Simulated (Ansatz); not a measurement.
# Two runs on Al2O3

System: Al2O3 (R-3c, 10 atoms in the cell).
Method of run 1: DFT PBE, scalar-relativistic, plane waves, PAW, no spin polarisation (Ansatz 0.2.0).

The structure was made by a generator, so it may or may not be a known phase. Text and figures count atoms from 1; the logs count them from 0 in places.

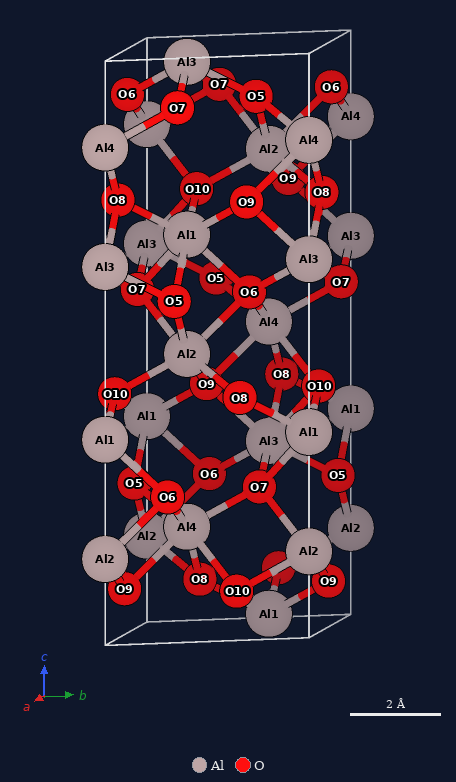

Fig. 1: The input geometry (ball-and-stick view of the cell 3 times as large as that of the calculation, set on its symmetry axes, seen slightly off an axis; atoms are numbered from 1 in the order of the input). An atom can appear more than once, as a periodic image. Near neighbours in the periodic cell (some may lie outside the picture): Al has 6 O at 1.87 to 1.99 Å; O has 4 Al at 1.87 to 1.99 Å.

## Input, run 1
```yaml
crystal:
  lattice:
    - [2.404441006, 1.388204662, 4.3746680506]
    - [-2.404441006, 1.388204662, 4.3746680506]
    - [0.0, -2.7764093241, 4.3746680506]
  atoms:
    - { symbol: Al, position: [0.3521453372, 0.3521453372, 0.3521453372] }
    - { symbol: Al, position: [0.1478546628, 0.1478546628, 0.1478546628] }
    - { symbol: Al, position: [0.6478546628, 0.6478546628, 0.6478546628] }
    - { symbol: Al, position: [0.8521453372, 0.8521453372, 0.8521453372] }
    - { symbol: O, position: [0.5561721818, 0.9438278182, 0.25] }
    - { symbol: O, position: [0.25, 0.5561721818, 0.9438278182] }
    - { symbol: O, position: [0.9438278182, 0.25, 0.5561721818] }
    - { symbol: O, position: [0.4438278182, 0.0561721818, 0.75] }
    - { symbol: O, position: [0.75, 0.4438278182, 0.0561721818] }
    - { symbol: O, position: [0.0561721818, 0.75, 0.4438278182] }
basis:
  ecutwfc: 420
kpoints:
  mp_grid: { grid: [6, 6, 6] }
hamiltonian:
  xc: pbe
scf:
  occupations: { method: fixed }
output:
  forces: true
  stress: true
  eigenvalues: true
relax:
  adjacent_minimum: "off"
  f_tol: 0.001
  max_steps: 60
  cell: { stress_tol: 0.01 }
```

Launched with:
```bash
ansatz run input.yaml --threads 1 --pin off --max-ram 2560MiB --backend cpu --events-out ev --progress --plain --runs-dir out
```

Hardware: 1 thread of Intel Xeon @ 2.50GHz (Skylake/Cascade Lake), 189 GiB of memory available, shared host.

## Output, shortened to warnings, some set-up lines, iterations and results (run 1)
```
Basis set: ecut = 420 eV, 1707 PW (Γ), exchange–correlation on 72×72×72 points (8 copies of the dense FFT grid, shifted against one another)
Symmetry: 12 space group operations
k-points: 32 of 216
Initial density: superposition of atomic densities (neutral atoms: chi_scale 0, normalization atom), corrected by the library's trained network
[...]
SCF iter   1: F=—  HF=-5569.606550 eV  |F-HF|=—  |Δ(HF+E_count)|=         —  Δρ=1.67e-3  dr2=1.28e-3  ethr=1.77e-3  ⟨swp⟩=5.1  Hψ=4334  notcnv=0  defer=226
SCF iter   2: F=—  HF=-5569.608219 eV  |F-HF|=—  |Δ(HF+E_count)|=   1.67e-3  Δρ=8.65e-4  dr2=2.92e-4  ethr=2.66e-6  ⟨swp⟩=2.3  Hψ=2186  notcnv=0  defer=256
SCF iter   3: F=—  HF=-5569.608824 eV  |F-HF|=—  |Δ(HF+E_count)|=   6.05e-4  Δρ=2.18e-4  dr2=2.55e-5  ethr=6.08e-7  ⟨swp⟩=2.0  Hψ=1597  notcnv=0  defer=256
SCF iter   4: F=—  HF=-5569.608887 eV  |F-HF|=—  |Δ(HF+E_count)|=   6.36e-5  Δρ=4.99e-5  dr2=1.20e-6  ethr=5.31e-8  ⟨swp⟩=2.0  Hψ=1530  notcnv=0  defer=220
SCF iter   5: F=-5569.608888 eV  HF=-5569.608888 eV  |F-HF|=4.50e-8  |Δ(HF+E_count)|=   1.11e-6  Δρ=1.30e-5  dr2=7.49e-8  ethr=2.50e-9  ⟨swp⟩=2.0  Hψ=1717  notcnv=0  defer=233
[...]
SCF 1 converged in 6 iterations: F = -5569.608888 eV  dr2 = 2.76e-9
[...]
SCF iter   3: F=—  HF=-5569.608888 eV  |F-HF|=—  |Δ(HF+E_count)|=  6.17e-10  Δρ=7.40e-7  dr2=3.22e-10  ethr=2.42e-12  ⟨swp⟩=2.0  Hψ=1550  notcnv=0  defer=238
SCF iter   4: F=—  HF=-5569.608888 eV  |F-HF|=—  |Δ(HF+E_count)|=  1.36e-11  Δρ=1.61e-7  dr2=1.86e-11  ethr=1.00e-12  ⟨swp⟩=2.8  Hψ=1709  notcnv=0  defer=238
SCF iter   5: F=-5569.608888 eV  HF=-5569.608888 eV  |F-HF|=9.09e-13  |Δ(HF+E_count)|=  3.64e-12  Δρ=8.42e-8  dr2=3.74e-12  ethr=1.00e-12  ⟨swp⟩=14.6  Hψ=7134  notcnv=0
SCF 2 converged in 5 iterations: F = -5569.608888 eV  dr2 = 3.74e-12
relax step   2: F+E_penalty+E_count = -5569.60888820 eV  Δ(F+E_penalty+E_count) = -2.692e-10 eV  max|allowed force component| = 6.033e-4 eV/Å  Δτ_max = 0.0000 Å  P = -0.008 …
basis re-selected at this cell: Δ(F+E_penalty+E_count) = -2.692e-10 eV, ΔP = +0.000 GPa vs the last step (what re-selecting the basis moved, of the pressure what is left beyond the Pulay correction that the steps carried, after the strain that the cell walked since its last selection, with what the …
SCF converged after 5 iterations
Free energy (F): -5569.608888 eV
Harris-Foulkes:  -5569.608888 eV  (|F-HF|=9.09e-13)
Internal energy: -5569.608888 eV  (E = F + TS)
E sigma→0 (E₀):  -5569.608888 eV
Fermi energy:    7.358611 eV
--- Per-component energies (eV) ---
  E_band       = 52.908410
  E_kinetic    = 1178.320537
  E_local      = -2008.541493  (includes V_loc(G=0)·N_el)
  E_nonlocal   = 323.388340
  E_hartree    = 743.839699
  E_xc         = -612.287973
  E_vxc        = -695.384405  (∫ρ·V_xc dr)
  E_paw        = -2820.977281  (= ΣΔE_a)
  E_vpaw       = -232.569154  (= ΣTr[D̂ρ^β])
  E_aug_tail   = 0.015143  (compensation charges beyond the density's cutoff)
  E_ewald      = -2373.365860
  E_smearing   = -0.000000  (= −TS)
  E_closure    = 0.000000  (closes the sum)
  Σ components = -5569.608888   (vs F -5569.608888, Δ=0.00e0)
--- Forces (eV/Å), atoms counted from 1 ---
  atom   1  Al     0.00000000    -0.00000000     0.00060329
  atom   2  Al     0.00000000     0.00000000    -0.00060329
  atom   3  Al    -0.00000000     0.00000000    -0.00060329
  atom   4  Al    -0.00000000    -0.00000000     0.00060329
  atom   5  O      0.00029447     0.00000000     0.00000000
  atom   6  O     -0.00014723     0.00025502     0.00000000
  atom   7  O     -0.00014723    -0.00025502    -0.00000000
  atom   8  O     -0.00029447    -0.00000000    -0.00000000
  atom   9  O      0.00014723    -0.00025502    -0.00000000
  atom  10  O      0.00014723     0.00025502     0.00000000
  max |Σ_I F_I| component: 4.04e-18 eV/Å
--- Stress (GPa, compression-positive) ---
       -0.009315       0.000000      -0.000000
        0.000000      -0.009315      -0.000000
       -0.000000      -0.000000      -0.004333
  P = ⅓ Tr σ = -0.0077 GPa (-0.077 kbar)
--- Relaxed structure (1 steps of the walk, 1 accepted, 1 SCFs on fresh bases) ---
  F+E_penalty+E_count = -5569.60888820 eV   max|allowed force component| = 6.033e-4 eV/Å   (the final SCF, on the basis selected at the relaxed cell)
  cell:  # Å, volume = 87.6121 Å³
[...]
```

The input of run 2 differs as follows (lines with − go, lines with + come):
```diff
+  ecutrho_ratio: 9
+  initial_density: { chi_scale: 0.0 }
+  n_extra_bands: 32
```

How does run 2 compare with run 1?

The energy doesn't change within 0.01 meV per atom. The SCF takes 13 iterations over all geometry steps against 11. On the same kind of shared host run 2 took about 1.7 times as long. The two runs start from different initial densities, which also moves the count.

## Output, shortened to warnings, some set-up lines, iterations and results (run 2)
```
Basis set: ecut = 420 eV, 1707 PW (Γ), exchange–correlation on 108×108×108 points (8 copies of the dense FFT grid, shifted against one another)
Symmetry: 12 space group operations
k-points: 32 of 216
Initial density: superposition of atomic densities (chi_scale 0, normalization cell)
[...]
SCF iter   1: F=—  HF=-5577.342773 eV  |F-HF|=—  |Δ(HF+E_count)|=         —  Δρ=1.76e-1  dr2=2.55e1  ethr=3.10e-3  ⟨swp⟩=4.5  Hψ=6444  notcnv=0  defer=925
SCF iter   2: F=—  HF=-5569.786638 eV  |F-HF|=—  |Δ(HF+E_count)|=    7.56e0  Δρ=5.78e-2  dr2=1.05e0  ethr=3.10e-3  ⟨swp⟩=3.0  Hψ=3095  notcnv=0  defer=935
SCF iter   3: F=—  HF=-5569.628221 eV  |F-HF|=—  |Δ(HF+E_count)|=   1.58e-1  Δρ=2.78e-2  dr2=3.47e-1  ethr=2.18e-3  ⟨swp⟩=2.0  Hψ=2144  notcnv=0  defer=955
SCF iter   4: F=—  HF=-5569.610234 eV  |F-HF|=—  |Δ(HF+E_count)|=   1.80e-2  Δρ=1.14e-2  dr2=5.81e-2  ethr=7.23e-4  ⟨swp⟩=2.0  Hψ=1023  notcnv=0  defer=960
SCF iter   5: F=—  HF=-5569.608624 eV  |F-HF|=—  |Δ(HF+E_count)|=   1.61e-3  Δρ=2.43e-3  dr2=2.67e-3  ethr=1.21e-4  ⟨swp⟩=2.0  Hψ=1033  notcnv=0  defer=960
[...]
SCF 1 converged in 8 iterations: F = -5569.608924 eV  dr2 = 3.83e-9
[...]
SCF iter   3: F=—  HF=-5569.608924 eV  |F-HF|=—  |Δ(HF+E_count)|=  8.97e-10  Δρ=3.80e-7  dr2=1.43e-10  ethr=1.75e-12  ⟨swp⟩=2.3  Hψ=1488  notcnv=0  defer=872
SCF iter   4: F=—  HF=-5569.608924 eV  |F-HF|=—  |Δ(HF+E_count)|=  1.86e-10  Δρ=7.48e-8  dr2=4.19e-12  ethr=1.00e-12  ⟨swp⟩=2.4  Hψ=1477  notcnv=0  defer=872
SCF iter   5: F=-5569.608924 eV  HF=-5569.608924 eV  |F-HF|=2.73e-12  |Δ(HF+E_count)|=  9.09e-13  Δρ=1.13e-8  dr2=6.62e-14  ethr=1.00e-12  ⟨swp⟩=15.1  Hψ=13418  notcnv=0
SCF 2 converged in 5 iterations: F = -5569.608924 eV  dr2 = 6.62e-14
relax step   2: F+E_penalty+E_count = -5569.60892437 eV  Δ(F+E_penalty+E_count) = -1.205e-9 eV  max|allowed force component| = 6.126e-4 eV/Å  Δτ_max = 0.0000 Å  P = -0.008 …
basis re-selected at this cell: Δ(F+E_penalty+E_count) = -1.205e-9 eV, ΔP = +0.000 GPa vs the last step (what re-selecting the basis moved, of the pressure what is left beyond the Pulay correction that the steps carried, after the strain that the cell walked since its last selection, with what the …
SCF converged after 5 iterations
Free energy (F): -5569.608924 eV
Harris-Foulkes:  -5569.608924 eV  (|F-HF|=2.73e-12)
Internal energy: -5569.608924 eV  (E = F + TS)
E sigma→0 (E₀):  -5569.608924 eV
Fermi energy:    7.358613 eV
--- Per-component energies (eV) ---
  E_band       = 52.908470
  E_kinetic    = 1178.320544
  E_local      = -2008.526610  (includes V_loc(G=0)·N_el)
  E_nonlocal   = 323.388347
  E_hartree    = 743.839704
  E_xc         = -612.288034
  E_vxc        = -695.384323  (∫ρ·V_xc dr)
  E_paw        = -2820.977281  (= ΣΔE_a)
  E_vpaw       = -232.569154  (= ΣTr[D̂ρ^β])
  E_aug_tail   = 0.000268  (compensation charges beyond the density's cutoff)
  E_ewald      = -2373.365860
  E_smearing   = -0.000000  (= −TS)
  E_closure    = 0.000000  (closes the sum)
  Σ components = -5569.608924   (vs F -5569.608924, Δ=0.00e0)
--- Forces (eV/Å), atoms counted from 1 ---
  atom   1  Al     0.00000000    -0.00000000     0.00061258
  atom   2  Al     0.00000000     0.00000000    -0.00061258
  atom   3  Al    -0.00000000     0.00000000    -0.00061258
  atom   4  Al    -0.00000000    -0.00000000     0.00061258
  atom   5  O      0.00030176    -0.00000000     0.00000000
  atom   6  O     -0.00015088     0.00026133     0.00000000
  atom   7  O     -0.00015088    -0.00026133    -0.00000000
  atom   8  O     -0.00030176    -0.00000000    -0.00000000
  atom   9  O      0.00015088    -0.00026133    -0.00000000
  atom  10  O      0.00015088     0.00026133     0.00000000
  max |Σ_I F_I| component: 8.08e-18 eV/Å
--- Stress (GPa, compression-positive) ---
       -0.009263       0.000000      -0.000000
        0.000000      -0.009263      -0.000000
       -0.000000      -0.000000      -0.004253
  P = ⅓ Tr σ = -0.0076 GPa (-0.076 kbar)
--- Relaxed structure (1 steps of the walk, 1 accepted, 1 SCFs on fresh bases) ---
  F+E_penalty+E_count = -5569.60892437 eV   max|allowed force component| = 6.126e-4 eV/Å   (the final SCF, on the basis selected at the relaxed cell)
  cell:  # Å, volume = 87.6121 Å³
[...]
```

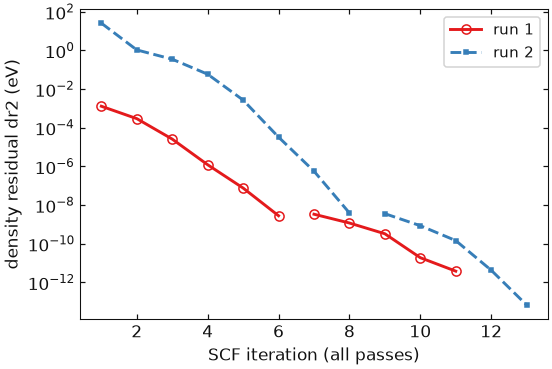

Fig. 2: Convergence of the two runs: density residual dr2 against the SCF iteration. A break in a curve parts two SCF passes. Run 1 takes 11 iterations in all, and run 2 takes 13.

## The two runs side by side

```tsv
quantity	run 1	run 2
outcome	converged	converged
free energy per atom (eV)	−556.9609	−556.9609
gap on the mesh (eV)	5.85	5.85
pressure (GPa)	−0.01	−0.01
largest force (eV/Å)	0.001	0.001
SCF iterations	11	13
irreducible k-points	32	32
wall time (shared host)	25 s	42 s
```
